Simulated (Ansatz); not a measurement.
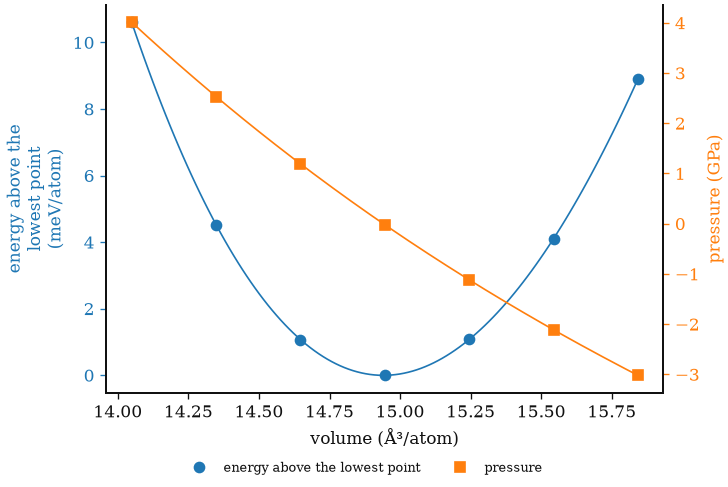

Method: equation of state of a cubic crystal from periodic Kohn-Sham density functional theory without spin, third-order Birch-Murnaghan fit to the free energies; pressure corrected for the finite basis (Ansatz 0.2.0 development build). Level: PBE.

```csv
setting,value
structure type,antifluorite
atoms in cell,3
space group number,225
lattice centring,face-centred primitive
k mesh,17×17×17
occupation method,Fermi–Dirac
occupation width,0.06123 eV
wave cutoff,930 eV
datasets,hand-made PAW
density tolerance,1e-09 eV
bands,17
density cutoff ratio,5
search for lower states,default
```

Energy above the lowest point and pressure against volume for Mg₂O, space group Fm-3m (No. 225) (one of a set of cubic test structures, which need not be the stable phase).

A third-order Birch–Murnaghan fit gives V0 = 14.94 Å³/atom, B0 = 57.7 GPa and B′ = 3.9. The energy above the lowest point is 10.6 meV/atom at volume 14.05 Å³/atom and 8.9 meV/atom at 15.84 Å³/atom; the lowest computed point is at volume 14.95 Å³/atom (0.0 meV/atom). The pressure falls from 4.011 GPa at volume 14.05 Å³/atom to −3.018 GPa at 15.84 Å³/atom, and changes sign near 14.94 Å³/atom.

Note: cubic model structure, not the ambient form.
